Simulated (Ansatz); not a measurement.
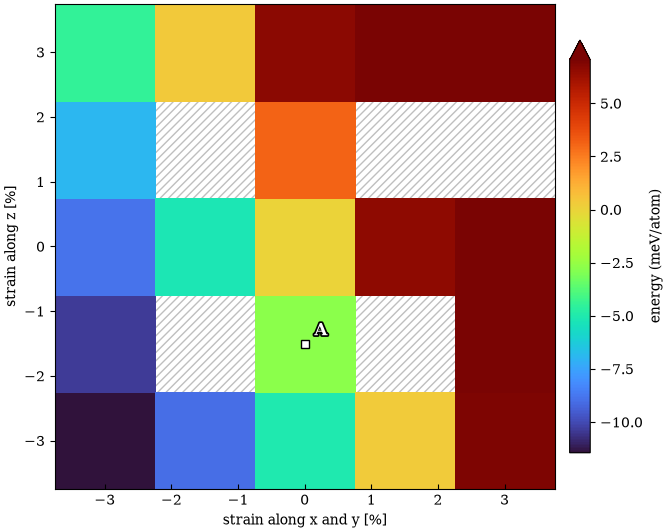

Li (Fm-3m, No. 225; 1 atom in the cell). The cell is strained homogeneously, by one strain along x and y and another along z, with fractional coordinates fixed (x, y and z along the cube axes). Coordinates scanned: (1) strain along x and y; (2) strain along z. The grid has 5 × 5 points. At 5 points there is no value. Points are written as (first, second). Energies: meV/atom, counted from the unstrained cell. The reference cell is the one listed in the database, not relaxed at this level. Computed with DFT LDA, scalar-relativistic, plane waves, PAW (Ansatz). Settings: cutoff 420 eV, k-mesh 18×18×18, gaussian smearing 0.15 eV, no spin polarisation.

Drawn: one coloured cell a grid point, one colour for all values above the top of the scale, hatched blanks where no value was computed, the point A.

Question: Which way does the force act at A, and how strong is it?

Answer: A, at (0.0 %, −1.5 %), is not a stationary point. The computed force is 3.6 meV/atom for each 1 % towards smaller values of strain along x and y and 1.7 meV/atom for each 1 % towards smaller values of strain along z.
